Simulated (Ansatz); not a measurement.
**Geometry relaxation of Ta (part 3 of 3)**

Continued. System: Ta (slab, 16 atoms in the cell). Method: DFT PBE+D3(BJ), scalar-relativistic, plane waves, PAW, no spin polarisation (Ansatz 0.2.0); cutoff 420 eV, 3×3×1 k-mesh, Gaussian smearing of 0.1 eV. The structure derives from an entry of the Crystallography Open Database. The input holds or restrains some coordinates. Forces given for the steps count only the free coordinates. It belongs to a series of runs on one base structure; here: clean slab, lower planes held.

Geometry of the input (Å; fractional positions):
```
5.9137  0.0000  0.0000
0.0000  5.9137  0.0000
0.0000  0.0000  22.2724
Ta 0.2500  0.2500  0.3592
Ta 0.2500  0.7500  0.3592
Ta 0.7500  0.2500  0.3592
Ta 0.7500  0.7500  0.3592
Ta 0.5000  0.5000  0.4531
Ta 0.5000  0.0000  0.4531
Ta 0.0000  0.5000  0.4531
Ta 0.0000  0.0000  0.4531
Ta 0.7500  0.7500  0.5469
Ta 0.7500  0.2500  0.5469
Ta 0.2500  0.7500  0.5469
Ta 0.2500  0.2500  0.5469
Ta 0.0000  0.0000  0.6408
Ta 0.0000  0.5000  0.6408
Ta 0.5000  0.0000  0.6408
Ta 0.5000  0.5000  0.6408
```

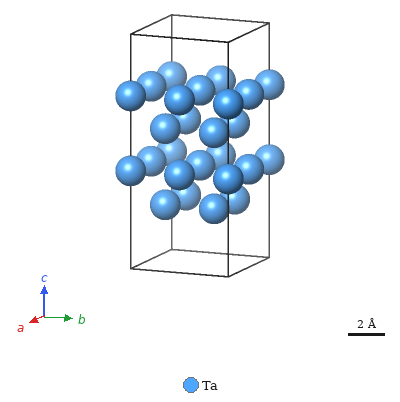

*The geometry at step 4 of the log (spheres-only view of the cell of the calculation, with the vacuum cut short, seen slightly off an axis).*

Output, continued:
```
  k-point 2: bands = ["-63.6244", "-63.6230", "-63.6062", "-63.6062", "-63.6054", "-63.6054", "-63.5894", "-63.5888", "-63.3303", "-63.3114", "-63.3114", "-63.2939", "-63.2841", "-63.2732", "-63.2732", "-63.2588", "-30.3609", "-30.3609", "-30.3404", "-30.3360", "-30.3354", "-30.3354", "-30.3075", "-30.3014", "-30.2957", "-30.2889", "-30.2889", "-30.2689", "-30.2689", "-30.2536", "-30.1864", "-30.1605", "-30.0806", "-30.0141", "-30.0018", "-29.9921", "-29.9921", "-29.9916", "-29.9797", "-29.9634", "-29.9634", "-29.9535", "-29.9535", "-29.9398", "-29.8339", "-29.8339", "-29.8179", "-29.7939", "-29.7753", "-29.6924", "-29.6837", "-29.6819", "-29.6649", "-29.6649", "-29.6523", "-29.6523", "-29.6502", "-29.5908", "-29.5908", "-29.5780", "-29.5780", "-29.5607", "-29.5561", "-29.5288", "-1.9606", "-0.7470", "-0.4512", "-0.4512", "0.3369", "0.3369", "0.3575", "0.7954", "1.1392", "1.2699", "1.2699", "1.2743", "1.4305", "1.7901", "1.9271", "2.0239", "2.0239", "2.0458", "2.2132", "2.2132", "2.2576", "2.4067", "2.5412", "2.7236", "2.9921", "2.9921", "3.0316", "3.0316", "3.0774", "3.0774", "3.2886", "3.3101", "3.3719", "3.6803", "3.6803", "3.7191", "3.9521", "3.9521", "4.1424", "4.3278", "4.5035", "4.5413", "4.7648", "4.7648", "4.7785", "4.7785", "4.8296", "4.9112", "4.9112", "4.9182", "4.9182", "4.9291", "5.5642", "5.7294", "5.7294", "5.7964", "5.8537", "5.8778", "5.8843", "6.0208", "6.1404"]
--- Relaxed structure (6 steps of the walk, 5 accepted, 0 SCFs on fresh bases) ---
  F+E_penalty+E_count = -158909.26322744 eV   max|allowed force component| = 6.619e-3 eV/Å
  atoms:
    - { symbol: Ta, position: [0.25, 0.25, 0.35918886620000007] }
    - { symbol: Ta, position: [0.25, 0.7500000000000001, 0.35918886620000007] }
    - { symbol: Ta, position: [0.7500000000000001, 0.25, 0.35918886620000007] }
    - { symbol: Ta, position: [0.7500000000000001, 0.7500000000000001, 0.35918886620000007] }
    - { symbol: Ta, position: [0.5, 0.5, 0.4530629554] }
    - { symbol: Ta, position: [0.5, 0.0, 0.4530629554] }
    - { symbol: Ta, position: [0.0, 0.5, 0.4530629554] }
    - { symbol: Ta, position: [0.0, 0.0, 0.4530629554] }
    - { symbol: Ta, position: [0.7500000000000001, 0.7500000000000001, 0.5532470334840187] }
    - { symbol: Ta, position: [0.7500000000000001, 0.25, 0.5532470334840187] }
    - { symbol: Ta, position: [0.25, 0.7500000000000001, 0.5532470334840187] }
    - { symbol: Ta, position: [0.25, 0.25, 0.5532470334840187] }
    - { symbol: Ta, position: [-2.0354603770516883e-35, 5.3430834897606825e-36, 0.644241719301497] }
    - { symbol: Ta, position: [-1.424822263936182e-35, 0.5, 0.644241719301497] }
    - { symbol: Ta, position: [0.5, -8.141841508206754e-36, 0.644241719301497] }
    - { symbol: Ta, position: [0.5, 0.5, 0.644241719301497] }
```

Trajectory as extended XYZ (Å, eV, eV/Å), 6 frames, from step=1 to step=6:
```
16
Lattice="5.9137 0.0000 0.0000 0.0000 5.9137 0.0000 0.0000 0.0000 22.2724" Properties=species:S:1:pos:R:3:forces:R:3 step=1 energy=-158908.99232
Ta    1.4784    1.4784    8.0000    0.0000   0.0000   0.4277
Ta    1.4784    4.4353    8.0000    0.0000   0.0000   0.4277
Ta    4.4353    1.4784    8.0000    0.0000   0.0000   0.4277
Ta    4.4353    4.4353    8.0000    0.0000   0.0000   0.4277
Ta    2.9568    2.9568   10.0908    0.0000   0.0000  -1.1477
Ta    2.9568    0.0000   10.0908    0.0000   0.0000  -1.1477
Ta    0.0000    2.9568   10.0908    0.0000   0.0000  -1.1477
Ta    0.0000    0.0000   10.0908    0.0000   0.0000  -1.1477
Ta    4.4353    4.4353   12.1816    0.0000   0.0000   1.1477
Ta    4.4353    1.4784   12.1816    0.0000   0.0000   1.1477
Ta    1.4784    4.4353   12.1816    0.0000   0.0000   1.1477
Ta    1.4784    1.4784   12.1816    0.0000   0.0000   1.1477
Ta    0.0000    0.0000   14.2724    0.0000   0.0000  -0.4277
Ta    0.0000    2.9568   14.2724    0.0000   0.0000  -0.4277
Ta    2.9568    0.0000   14.2724    0.0000   0.0000  -0.4277
Ta    2.9568    2.9568   14.2724    0.0000   0.0000  -0.4277
16
Lattice="5.9137 0.0000 0.0000 0.0000 5.9137 0.0000 0.0000 0.0000 22.2724" Properties=species:S:1:pos:R:3:forces:R:3 step=2 energy=-158908.86464 accepted=F
Ta    1.4784    1.4784    8.0000    0.0000   0.0000   0.5195
Ta    1.4784    4.4353    8.0000    0.0000   0.0000   0.5195
Ta    4.4353    1.4784    8.0000    0.0000   0.0000   0.5195
Ta    4.4353    4.4353    8.0000    0.0000   0.0000   0.5195
Ta    2.9568    2.9568   10.0908    0.0000   0.0000  -0.1679
Ta    2.9568    0.0000   10.0908    0.0000   0.0000  -0.1679
Ta    0.0000    2.9568   10.0908    0.0000   0.0000  -0.1679
Ta    0.0000    0.0000   10.0908    0.0000   0.0000  -0.1679
Ta    4.4353    4.4353   12.3763    0.0000   0.0000  -1.7366
Ta    4.4353    1.4784   12.3763    0.0000   0.0000  -1.7366
Ta    1.4784    4.4353   12.3763    0.0000   0.0000  -1.7366
Ta    1.4784    1.4784   12.3763    0.0000   0.0000  -1.7366
Ta    0.0000    0.0000   14.2654    0.0000   0.0000   1.3841
Ta    0.0000    2.9568   14.2654    0.0000   0.0000   1.3841
Ta    2.9568    0.0000   14.2654    0.0000   0.0000   1.3841
Ta    2.9568    2.9568   14.2654    0.0000   0.0000   1.3841
16
Lattice="5.9137 0.0000 0.0000 0.0000 5.9137 0.0000 0.0000 0.0000 22.2724" Properties=species:S:1:pos:R:3:forces:R:3 step=3 energy=-158909.24021
Ta    1.4784    1.4784    8.0000    0.0000   0.0000   0.4841
Ta    1.4784    4.4353    8.0000    0.0000   0.0000   0.4841
Ta    4.4353    1.4784    8.0000    0.0000   0.0000   0.4841
Ta    4.4353    4.4353    8.0000    0.0000   0.0000   0.4841
Ta    2.9568    2.9568   10.0908    0.0000   0.0000  -0.7326
Ta    2.9568    0.0000   10.0908    0.0000   0.0000  -0.7326
Ta    0.0000    2.9568   10.0908    0.0000   0.0000  -0.7326
Ta    0.0000    0.0000   10.0908    0.0000   0.0000  -0.7326
Ta    4.4353    4.4353   12.2770    0.0000   0.0000   0.3144
Ta    4.4353    1.4784   12.2770    0.0000   0.0000   0.3144
Ta    1.4784    4.4353   12.2770    0.0000   0.0000   0.3144
Ta    1.4784    1.4784   12.2770    0.0000   0.0000   0.3144
Ta    0.0000    0.0000   14.3106    0.0000   0.0000  -0.0659
Ta    0.0000    2.9568   14.3106    0.0000   0.0000  -0.0659
Ta    2.9568    0.0000   14.3106    0.0000   0.0000  -0.0659
Ta    2.9568    2.9568   14.3106    0.0000   0.0000  -0.0659
16
Lattice="5.9137 0.0000 0.0000 0.0000 5.9137 0.0000 0.0000 0.0000 22.2724" Properties=species:S:1:pos:R:3:forces:R:3 step=4 energy=-158909.25996
Ta    1.4784    1.4784    8.0000    0.0000   0.0000   0.4961
Ta    1.4784    4.4353    8.0000    0.0000   0.0000   0.4961
Ta    4.4353    1.4784    8.0000    0.0000   0.0000   0.4961
Ta    4.4353    4.4353    8.0000    0.0000   0.0000   0.4961
Ta    2.9568    2.9568   10.0908    0.0000   0.0000  -0.4006
Ta    2.9568    0.0000   10.0908    0.0000   0.0000  -0.4006
Ta    0.0000    2.9568   10.0908    0.0000   0.0000  -0.4006
Ta    0.0000    0.0000   10.0908    0.0000   0.0000  -0.4006
Ta    4.4353    4.4353   12.3372    0.0000   0.0000  -0.1238
Ta    4.4353    1.4784   12.3372    0.0000   0.0000  -0.1238
Ta    1.4784    4.4353   12.3372    0.0000   0.0000  -0.1238
Ta    1.4784    1.4784   12.3372    0.0000   0.0000  -0.1238
Ta    0.0000    0.0000   14.3598    0.0000   0.0000   0.0283
Ta    0.0000    2.9568   14.3598    0.0000   0.0000   0.0283
Ta    2.9568    0.0000   14.3598    0.0000   0.0000   0.0283
Ta    2.9568    2.9568   14.3598    0.0000   0.0000   0.0283
16
Lattice="5.9137 0.0000 0.0000 0.0000 5.9137 0.0000 0.0000 0.0000 22.2724" Properties=species:S:1:pos:R:3:forces:R:3 step=5 energy=-158909.26323
Ta    1.4784    1.4784    8.0000    0.0000   0.0000   0.4931
Ta    1.4784    4.4353    8.0000    0.0000   0.0000   0.4931
Ta    4.4353    1.4784    8.0000    0.0000   0.0000   0.4931
Ta    4.4353    4.4353    8.0000    0.0000   0.0000   0.4931
Ta    2.9568    2.9568   10.0908    0.0000   0.0000  -0.4855
Ta    2.9568    0.0000   10.0908    0.0000   0.0000  -0.4855
Ta    0.0000    2.9568   10.0908    0.0000   0.0000  -0.4855
Ta    0.0000    0.0000   10.0908    0.0000   0.0000  -0.4855
Ta    4.4353    4.4353   12.3221    0.0000   0.0000  -0.0008
Ta    4.4353    1.4784   12.3221    0.0000   0.0000  -0.0008
Ta    1.4784    4.4353   12.3221    0.0000   0.0000  -0.0008
Ta    1.4784    1.4784   12.3221    0.0000   0.0000  -0.0008
Ta    0.0000    0.0000   14.3488    0.0000   0.0000  -0.0068
Ta    0.0000    2.9568   14.3488    0.0000   0.0000  -0.0068
Ta    2.9568    0.0000   14.3488    0.0000   0.0000  -0.0068
Ta    2.9568    2.9568   14.3488    0.0000   0.0000  -0.0068
16
Lattice="5.9137 0.0000 0.0000 0.0000 5.9137 0.0000 0.0000 0.0000 22.2724" Properties=species:S:1:pos:R:3:forces:R:3 step=6 energy=-158909.26323
Ta    1.4784    1.4784    8.0000    0.0000   0.0000   0.4930
Ta    1.4784    4.4353    8.0000    0.0000   0.0000   0.4930
Ta    4.4353    1.4784    8.0000    0.0000   0.0000   0.4930
Ta    4.4353    4.4353    8.0000    0.0000   0.0000   0.4930
Ta    2.9568    2.9568   10.0908    0.0000   0.0000  -0.4857
Ta    2.9568    0.0000   10.0908    0.0000   0.0000  -0.4857
Ta    0.0000    2.9568   10.0908    0.0000   0.0000  -0.4857
Ta    0.0000    0.0000   10.0908    0.0000   0.0000  -0.4857
Ta    4.4353    4.4353   12.3221    0.0000   0.0000  -0.0007
Ta    4.4353    1.4784   12.3221    0.0000   0.0000  -0.0007
Ta    1.4784    4.4353   12.3221    0.0000   0.0000  -0.0007
Ta    1.4784    1.4784   12.3221    0.0000   0.0000  -0.0007
Ta    0.0000    0.0000   14.3488    0.0000   0.0000  -0.0066
Ta    0.0000    2.9568   14.3488    0.0000   0.0000  -0.0066
Ta    2.9568    0.0000   14.3488    0.0000   0.0000  -0.0066
Ta    2.9568    2.9568   14.3488    0.0000   0.0000  -0.0066
```

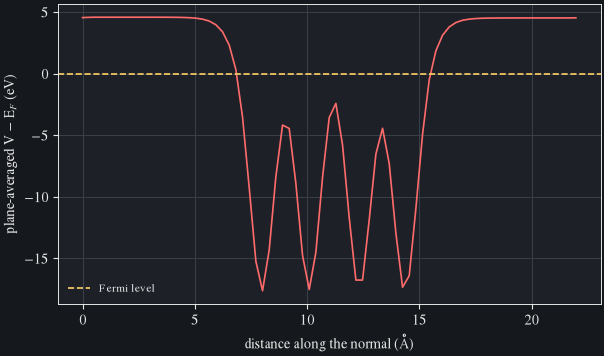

*Plane average of the electrostatic potential energy of an electron across the cell, from the Fermi level.*

The vacuum level lies 4.53 eV above the Fermi level on the upper side and 4.59 eV on the lower.

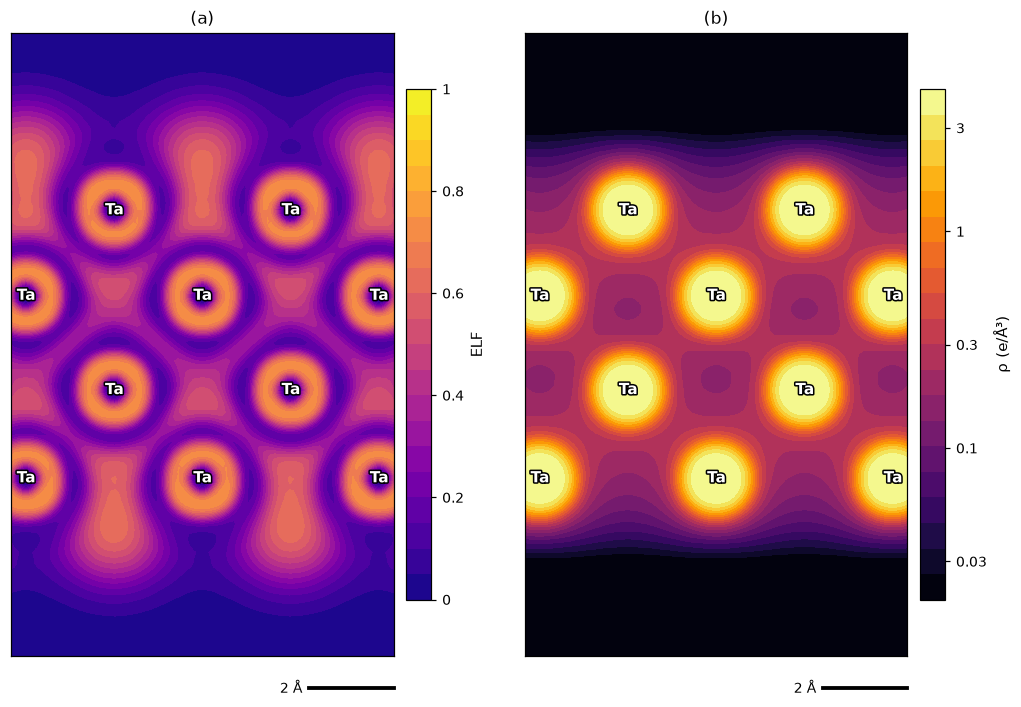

*(a) ELF; (b) valence charge density (pseudo) on the (11̄0) plane of the calculation cell, a cut from vacuum to vacuum.*

Ta–Ta (2.91 Å): the density is about 0.29 e/Å³ at the midpoint; the ELF is about 0.30 at the midpoint; no shared electron pair. Ta–Ta (2.96 Å): the density is about 0.28 e/Å³ at the midpoint; the ELF is about 0.30 at the midpoint; no shared electron pair. Ta–Ta (3.06 Å): the density is about 0.25 e/Å³ at the midpoint; the ELF is about 0.35 at the midpoint, as expected for nearly free electrons, as in a simple metal. The density dies away to nearly zero in the vacuum. The strong features right at Ta lie inside the PAW spheres (semicore, d or f shells) and say nothing about bonding. Core electrons are frozen (PAW), so the fields are smoothed inside the atomic spheres.

Key numbers:

- outcome: converged under the restraints of the input
- electrons treated: 208
- free energy: −158909.2632 eV
- work function, top face: 4.53 eV
- work function, bottom face: 4.59 eV
- Fermi energy: 4.459 eV
- gap on the k-point mesh: none (metallic)
- final volume: 778.90 Å³
- work function (upper face): 4.53 eV
- largest force (length of the vector) at the end, held atoms and coordinates included: 0.493 eV/Å
- hardware: 4 threads of Intel Xeon (Granite Rapids), 16 GiB of memory available, shared host
- wall time: 25 s (CPU time 95 s)
- peak memory: 1.5 GiB

Remarks:

Warnings of the run: the exchange-correlation potential is rough where the density is thin. Spin–orbit coupling is left out, which matters for Ta.
